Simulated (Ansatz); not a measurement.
# Hf₂Si: band-structure calculation

The run: band-structure calculation of Hf₂Si (I4/mcm, 6 atoms in the cell). Method and program: DFT r2SCAN, scalar-relativistic, plane waves, PAW, no spin polarisation (Ansatz 0.2.0).

The structure derives from a Materials Project entry. Figures and captions count atoms from 1; the log counts them from 0 in places.

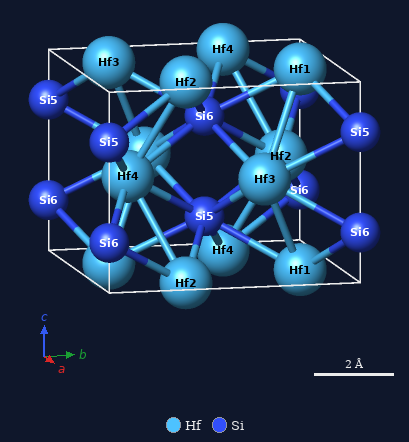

Figure 1. The input geometry (ball-and-stick view of the cell 2 times as large as that of the calculation, set on its symmetry axes, seen slightly off an axis; atoms are numbered from 1 in the order of the input).

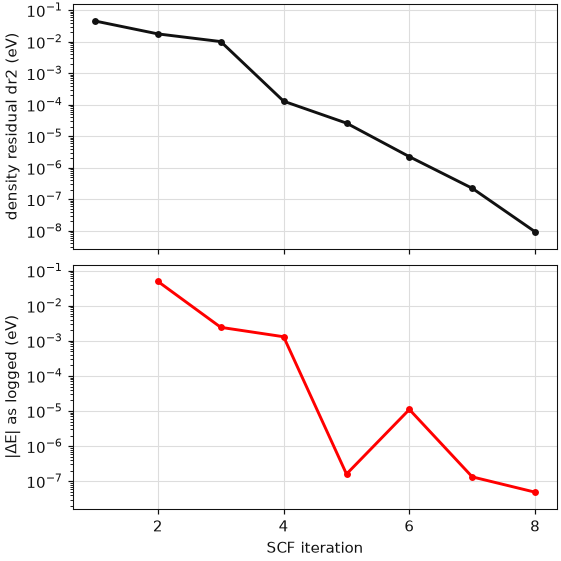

Figure 2. Convergence of the self-consistent field: density residual dr2 and size of the energy change against the SCF iteration. The residual falls at every step.

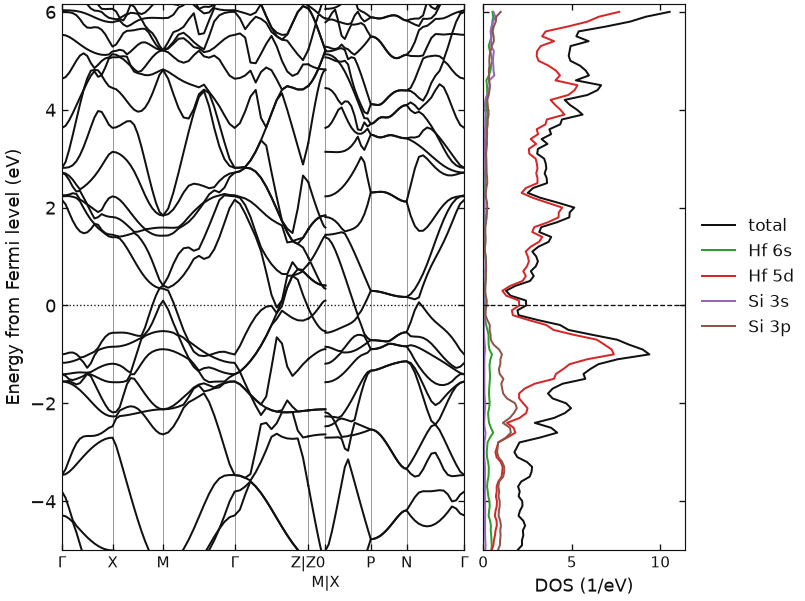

Figure 3. Band structure along Γ–X–M–Γ–Z|Z0–M|X–P–N–Γ and density of states (projected on Löwdin-orthogonalised atomic shells), with energies from the Fermi level. Bands cross the Fermi level: a metal at this level of theory.

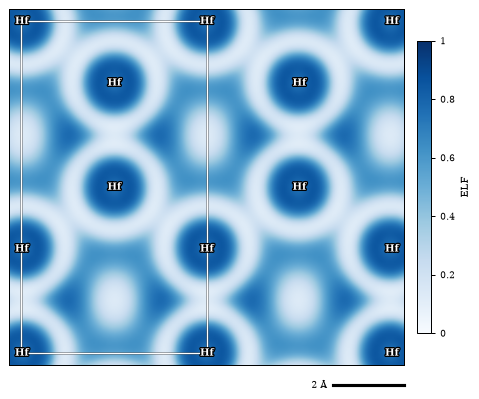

Figure 4. ELF on the (11̄0) plane of the conventional cell. The section cuts through Hf sites. Hf–Hf (2.92 Å): the ELF is about 0.15 at the midpoint (no localised pair between them). Hf–Hf (3.12 Å): the ELF is about 0.20 at the midpoint (no shared electron pair).  The strong features right at Hf lie inside the PAW spheres (semicore, d or f shells) and say nothing about bonding. Core electrons are frozen (PAW), so the fields are smoothed inside the atomic spheres.

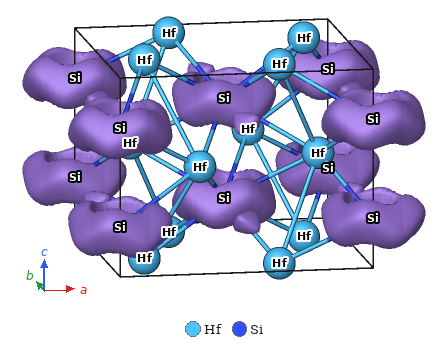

Figure 5. Isosurface of the electron localisation function at 0.7 (purple), seen slightly off an axis. Only the valence region is drawn (cores and ρ < 0.01 e/Å³ removed). Sticks mark near contacts. The outline is the cell set on symmetry axes. Profiles from the grid: Hf–Si (2.80 Å): the ELF is about 0.30 at the midpoint (a polar contact without a shared pair, in a metal). Hf–Hf (2.92 Å): the ELF is about 0.15 at the midpoint; no localised pair between them.

The input that produced these results follows, with the program's output.

## Input file
```yaml
crystal:
  lattice:
    - [-3.2918787595, 3.2918787595, 2.5965750962]
    - [3.2918787595, -3.2918787595, 2.5965750962]
    - [3.2918787595, 3.2918787595, -2.5965750962]
  atoms:
    - { symbol: Hf, position: [0.843102642, 0.656897358, 0.5] }
    - { symbol: Hf, position: [0.343102642, 0.843102642, 0.1862052839] }
    - { symbol: Hf, position: [0.156897358, 0.343102642, 0.5] }
    - { symbol: Hf, position: [0.656897358, 0.156897358, 0.8137947161] }
    - { symbol: Si, position: [0.75, 0.75, 0.0] }
    - { symbol: Si, position: [0.25, 0.25, 0.0] }
basis:
  ecutwfc: 500
kpoints:
  mp_grid: { grid: [10, 10, 10] }
  band_path:
    path:
      - [[0.0, 0.0, 0.0], [0.0, 0.0, 0.5], [-0.5, 0.5, 0.5], [0.0, 0.0, 0.0], [0.40554431, 0.40554431, -0.40554431]]
      - [[-0.40554431, 0.59445569, 0.40554431], [-0.5, 0.5, 0.5]]
      - [[0.0, 0.0, 0.5], [0.25, 0.25, 0.25], [0.0, 0.5, 0.0], [0.0, 0.0, 0.0]]
    npoints: 14
hamiltonian:
  xc: r2scan
scf:
  occupations: { method: gaussian, width: 0.1 }
  n_extra_bands: 15
output:
  forces: true
  stress: true
  eigenvalues: true
  populations: true
  dos: { projected: true, de: 0.02, nscf_kmesh: { grid: [15, 15, 15] } }
  bader: true
  write_density: true
  write_potential: true
  elf: true
  volumetric_format: npy
```

Command:
```bash
ansatz run input.yaml --threads 1 --pin off --max-ram 2560MiB --backend cpu --events-out ev --progress --plain --runs-dir out
```

## The program's output
```
scf.n_extra_bands = 15 over 56 filled bands (N_el = 112.0): the run solves 71 bands
Engine: ansatz 0.2.0, x86_64-unknown-linux-gnu
Pseudopotentials: kind: paw
Pseudopotential: Hf, paw, valence charge 26, recommended cutoff 500 eV (meta_gga), Hf.paw.azcp
Pseudopotential: Si, paw, valence charge 4, recommended cutoff 500 eV (meta_gga), Si.paw.azcp
Functional definition: r2SCAN
  parameter k0 = 0.174
  parameter k1 = 0.065
  parameter a1 = 4.9479
  exchange = r2scan_x(k0 = k0, k1 = k1, a1 = a1)
  correlation = r2scan_c
Crystal: 6 atoms, lattice volume = 112.551 Å³
Basis set: ecut = 500 eV, 2897 PW (Γ), exchange–correlation on 160×160×160 points (64 copies of the dense FFT grid, shifted against one another)
Bands: 71, of which v1, the nominal top of the filled ones, is band 56 counted from 1 (55 counted from 0)
Symmetry: 16 space group operations
Space group: I4/mcm (ITA 140), of the structure as read, at distance tolerance 4.8e-5 Å
k-points: 102 of 1000
Non-local potential: Hf, projectors of the file, l = 0: 3, l = 1: 2, l = 2: 2, l = 3: 3
Non-local potential: Si, projectors of the file, l = 0: 2, l = 1: 2, l = 2: 2
PAW form: soft (Blöchl's): semilocal exchange-correlation on the pseudo side does not see the compensation charge
PAW frozen core: Hf, regenerated for the run's functional (the file was generated under x = pbe(κ = 0.804, μ = 0.2195149727645171), c = pbe(β = 0.06672455060314922))
PAW frozen core: Si, regenerated for the run's functional (the file was generated under x = pbe(κ = 0.804, μ = 0.2195149727645171), c = pbe(β = 0.06672455060314922))
PAW one-centre angular grid: Hf, 974 points (default); XC on 160 Gauss nodes
PAW one-centre angular grid: Si, 302 points (default); XC on 160 Gauss nodes
Initial density: superposition of atomic densities (neutral atoms: chi_scale 0, normalization atom), corrected by the library's trained network
Initial wavefunctions: pseudopotential atomic-orbital guess
Functional: x = r2scan, c = r2scan; τ floored in thin density (d = 2e-4 eV/Å³)
SCF iter   1: F=—  HF=-64215.070271 eV  |F-HF|=—  |Δ(HF+E_count)|=         —  Δρ=8.35e-3  dr2=4.54e-2  dr2_τ=1.08e-1  ethr=1.77e-3  ⟨swp⟩=5.0  Hψ=23811  notcnv=0  defer=91
preconditioner: auto → Kerker (q_TF=auto, 2.726 Å⁻¹)  [metal: Δε(μ)=0.019 eV  Ē_g=18.421 eV  σ=0.100 eV  W_gap=0.11  n_scr=38 (ndim 8)  ℏωp=35.7 eV  f_vac=0.000  D(μ)=2.19/eV (n_scr^D=12)]
SCF iter   2: F=—  HF=-64215.119809 eV  |F-HF|=—  |Δ(HF+E_count)|=   4.95e-2  Δρ=3.83e-3  dr2=1.77e-2  dr2_τ=3.21e-3  ethr=4.05e-5  ⟨swp⟩=2.0  Hψ=14734  notcnv=0  defer=872
SCF iter   3: F=—  HF=-64215.117376 eV  |F-HF|=—  |Δ(HF+E_count)|=   2.43e-3  Δρ=3.09e-3  dr2=1.01e-2  dr2_τ=4.67e-4  ethr=1.58e-5  ⟨swp⟩=2.0  Hψ=9244  notcnv=0  defer=872
SCF iter   4: F=—  HF=-64215.118688 eV  |F-HF|=—  |Δ(HF+E_count)|=   1.31e-3  Δρ=4.29e-4  dr2=1.30e-4  dr2_τ=2.57e-5  ethr=8.98e-6  ⟨swp⟩=2.5  Hψ=10464  notcnv=0  defer=872
SCF iter   5: F=—  HF=-64215.118688 eV  |F-HF|=—  |Δ(HF+E_count)|=   1.60e-7  Δρ=1.37e-4  dr2=2.62e-5  dr2_τ=1.84e-6  ethr=1.16e-7  ⟨swp⟩=2.0  Hψ=12080  notcnv=0  defer=872
SCF iter   6: F=—  HF=-64215.118699 eV  |F-HF|=—  |Δ(HF+E_count)|=   1.11e-5  Δρ=4.51e-5  dr2=2.26e-6  dr2_τ=1.72e-7  ethr=2.34e-8  ⟨swp⟩=2.0  Hψ=11746  notcnv=0  defer=872
SCF iter   7: F=—  HF=-64215.118700 eV  |F-HF|=—  |Δ(HF+E_count)|=   1.33e-7  Δρ=1.20e-5  dr2=2.25e-7  dr2_τ=8.86e-9  ethr=2.02e-9  ⟨swp⟩=2.0  Hψ=12079  notcnv=0  defer=872
SCF iter   8: F=-64215.118700 eV  HF=-64215.118700 eV  |F-HF|=1.09e-8  |Δ(HF+E_count)|=   4.87e-8  Δρ=3.00e-6  dr2=9.39e-9  dr2_τ=8.86e-10  ethr=8.93e-11  ⟨swp⟩=12.5  Hψ=49200  notcnv=0
SCF 1 converged in 8 iterations: F = -64215.118700 eV  dr2 = 9.39e-9
  greatest PAW one-centre occupation: 0.998 electrons in one spin orbital (limit 2), on the Hf atom at site 3 (counted from 0), in its partial waves of l = 3
NSCF: frozen V_eff on 115 k-points
NSCF: frozen V_eff on 288 k-points
SCF converged after 8 iterations
Free energy (F): -64215.118700 eV
Harris-Foulkes:  -64215.118700 eV  (|F-HF|=1.09e-8)
Internal energy: -64215.108066 eV  (E = F + TS)
E sigma→0 (E₀):  -64215.113383 eV
Entropy (-TS):   -0.010634 eV (-1.772 meV/atom)
Fermi energy:    18.014984 eV
--- Per-component energies (eV) ---
  E_band       = 31.901153
  E_kinetic    = 1778.216805
  E_local      = -22268.218284  (includes V_loc(G=0)·N_el)
  E_nonlocal   = -4946.020446
  E_hartree    = 10499.760916
  E_xc         = -1238.786246
  E_vxc        = -1275.978235  (∫ρ·V_xc dr)
  E_paw        = -28845.947510  (= ΣΔE_a)
  E_vpaw       = 5682.844700  (= ΣTr[D̂ρ^β])
  E_aug_tail   = 0.000004  (compensation charges beyond the density's cutoff)
  E_vtau       = 61.538595  (kinetic-family band-sum trace: ∫τ·v_τ [+ j·A + Jᵃ·Aᵃ] dr)
  E_ewald      = -19195.246526
  E_core_change = 1.133221  (= ΣΔE_core)
  E_smearing   = -0.010634  (= −TS)
  E_closure    = -0.000000  (closes the sum)
  Σ components = -64215.118700   (vs F -64215.118700, Δ=0.00e0)
--- Forces (eV/Å), atoms counted from 1 ---
  atom   1  Hf    -0.03083869     0.03083869     0.00000000
  atom   2  Hf     0.03083869     0.03083869     0.00000000
  atom   3  Hf     0.03083869    -0.03083869     0.00000000
  atom   4  Hf    -0.03083869    -0.03083869     0.00000000
  atom   5  Si     0.00000000     0.00000000     0.00000000
  atom   6  Si    -0.00000000    -0.00000000     0.00000000
  max |Σ_I F_I| component: 3.47e-17 eV/Å
--- Stress (GPa, compression-positive) ---
       -1.694903      -0.000000       0.000000
       -0.000000      -1.694903       0.000000
        0.000000       0.000000      -1.914998
  P = ⅓ Tr σ = -1.7683 GPa (-17.683 kbar)
--- Band table (eV; the first three rows and the last of 102) ---
  k-point 0: bands = ["-45.2204", "-45.1854", "-45.1472", "-45.1472", "-13.4662", "-13.4566", "-13.3391", "-13.3391", "-13.3185", "-13.3185", "-13.2121", "-13.1850", "-13.1845", "-12.8859", "-12.8760", "-12.8760", "6.2977", "6.3490", "6.3537", "6.3549", "6.3558", "6.3625", "6.3625", "6.3652", "6.3670", "6.3670", "6.3721", "6.3721", "6.3764", "6.3774", "6.3795", "6.3851", "6.3860", "6.3875", "6.3875", "6.3896", "6.3919", "6.3950", "6.3950", "6.4031", "6.4185", "6.4185", "6.4225", "6.4225", "6.8867", "11.7189", "13.7236", "14.2118", "14.5477", "14.5477", "16.4608", "16.4608", "16.6093", "16.6093", "16.8411", "17.0116", "20.1725", "20.2445", "20.2665", "20.7290", "20.7290", "20.8260", "20.8260", "21.6419", "22.6479", "23.5451", "24.0156", "24.0480", "25.0398", "25.1561", "25.1561"]
  k-point 1: bands = ["-45.2192", "-45.1852", "-45.1485", "-45.1472", "-13.4632", "-13.4609", "-13.3388", "-13.3381", "-13.3261", "-13.3187", "-13.2082", "-13.1889", "-13.1612", "-12.8895", "-12.8892", "-12.8762", "6.3049", "6.3495", "6.3529", "6.3549", "6.3561", "6.3610", "6.3628", "6.3635", "6.3689", "6.3699", "6.3701", "6.3720", "6.3765", "6.3772", "6.3787", "6.3848", "6.3867", "6.3882", "6.3893", "6.3898", "6.3918", "6.3943", "6.3945", "6.4034", "6.4172", "6.4185", "6.4214", "6.4226", "6.9486", "11.7583", "13.6050", "13.6738", "14.6701", "15.0100", "16.4030", "16.4478", "16.4861", "16.6294", "16.8709", "17.0549", "19.7773", "20.2395", "20.3017", "20.4705", "20.6028", "20.8695", "21.4337", "21.9120", "22.8642", "23.4668", "23.9933", "24.0416", "24.7739", "24.8486", "25.1187"]
  k-point 2: bands = ["-45.2162", "-45.1844", "-45.1524", "-45.1472", "-13.4741", "-13.4440", "-13.3744", "-13.3360", "-13.3191", "-13.3002", "-13.2118", "-13.1869", "-13.1141", "-12.9257", "-12.8992", "-12.8770", "6.3199", "6.3483", "6.3543", "6.3548", "6.3555", "6.3577", "6.3628", "6.3656", "6.3674", "6.3721", "6.3722", "6.3730", "6.3764", "6.3768", "6.3778", "6.3833", "6.3850", "6.3895", "6.3919", "6.3925", "6.3926", "6.3928", "6.3942", "6.4035", "6.4138", "6.4183", "6.4184", "6.4229", "7.1269", "11.8669", "12.9866", "13.3835", "14.8999", "15.3245", "16.2422", "16.4747", "16.5603", "16.6464", "16.8943", "16.9492", "19.4990", "20.0609", "20.1536", "20.2763", "20.4152", "21.1828", "22.3029", "22.3611", "23.1588", "23.3174", "23.8003", "24.0051", "24.3513", "24.5347", "24.8144"]
  k-point 101: bands = ["-45.1829", "-45.1737", "-45.1737", "-45.1701", "-13.5498", "-13.4728", "-13.4178", "-13.2585", "-13.2585", "-13.2185", "-13.1905", "-13.1205", "-13.0144", "-13.0144", "-12.9818", "-12.9818", "6.3395", "6.3541", "6.3562", "6.3562", "6.3589", "6.3589", "6.3603", "6.3663", "6.3714", "6.3748", "6.3778", "6.3778", "6.3814", "6.3814", "6.3863", "6.3870", "6.3887", "6.3887", "6.3911", "6.3919", "6.3919", "6.3931", "6.3960", "6.4009", "6.4009", "6.4026", "6.4077", "6.4123", "8.3813", "12.0819", "12.6736", "12.6736", "12.7886", "15.3791", "15.8921", "15.8921", "17.1214", "17.4906", "18.1137", "18.3584", "18.4215", "18.4215", "19.4402", "19.6068", "19.8510", "19.8510", "22.8239", "22.8398", "23.2280", "23.2280", "23.2283", "23.2283", "23.8864", "24.2939", "24.5494"]
--- Löwdin populations: 6 sites ---
  site symbol       q [e]
     0     Hf     25.7582
     1     Hf     25.7582
     2     Hf     25.7582
     3     Hf     25.7582
     4     Si      4.2688
     5     Si      4.2688
  spilling = 0.003835 (of n_electrons = 112.000000)
--- Bader charges: 6 sites ---
  site symbol  charge [e]  shift [e]
     0     Hf      0.8392     0.0001
     1     Hf      0.8392     0.0001
     2     Hf      0.8392     0.0001
     3     Hf      0.8392     0.0001
     4     Si     -1.6781     0.0002
     5     Si     -1.6788     0.0002
  estimated error of the sums over rays = 6.4e-4 e
```

## File bader_charges.tsv
```
# site	symbol	x_ang	y_ang	z_ang	partial_charge_e	electrons	volume_ang3	relative_density_drop	shared_charge_e	partial_wave_shift_e
# quadrature_error_electrons = 6.4e-4
0	Hf	1.0330	2.2589	2.5966	0.83924	71.16076	17.71	-	0.83924	0.00010
1	Hf	2.2589	-1.0330	2.5966	0.83922	71.16078	17.71	-	0.83922	0.00010
2	Hf	2.2589	1.0330	0.0000	0.83923	71.16077	17.71	-	0.83923	0.00010
3	Hf	1.0330	4.3249	0.0000	0.83923	71.16077	17.71	-	0.83923	0.00010
4	Si	0.0000	0.0000	3.8949	-1.67813	15.67813	20.85	-	-1.67813	0.00021
5	Si	0.0000	0.0000	1.2983	-1.67880	15.67880	20.85	-	-1.67880	0.00021
```

## File populations.tsv
```
# site	symbol	l	j	q
# orbitals = lowdin
# n_electrons = 112.000000
# spilling = 0.003835
0	Hf	0_5S	-	1.957652
0	Hf	0_6S	-	0.668250
0	Hf	1_5P	-	5.983910
0	Hf	2_5D	-	3.154295
0	Hf	3_4F	-	13.994122
1	Hf	0_5S	-	1.957652
1	Hf	0_6S	-	0.668250
1	Hf	1_5P	-	5.983910
1	Hf	2_5D	-	3.154295
1	Hf	3_4F	-	13.994122
2	Hf	0_5S	-	1.957652
2	Hf	0_6S	-	0.668250
2	Hf	1_5P	-	5.983910
2	Hf	2_5D	-	3.154295
2	Hf	3_4F	-	13.994122
3	Hf	0_5S	-	1.957652
3	Hf	0_6S	-	0.668250
3	Hf	1_5P	-	5.983910
3	Hf	2_5D	-	3.154295
3	Hf	3_4F	-	13.994122
4	Si	0_3S	-	1.172443
4	Si	1_3P	-	3.096322
5	Si	0_3S	-	1.172443
5	Si	1_3P	-	3.096322
```

## Key numbers

- outcome: converged
- space group (tolerance 0.01 Å): I4/mcm (140)
- electrons treated: 112
- free energy: −64215.1187 eV
- Fermi energy: 18.015 eV
- gap on the k-point mesh: none (metallic)
- pressure: −1.77 GPa
- largest force (length of the vector): 0.044 eV/Å
- hardware: 1 thread of AMD EPYC (Zen 3), 32 GiB of memory available, shared host
- wall time: 4.3 min
- peak memory: 1.9 GiB

## Remarks

Spin–orbit coupling is left out, which matters for Hf.
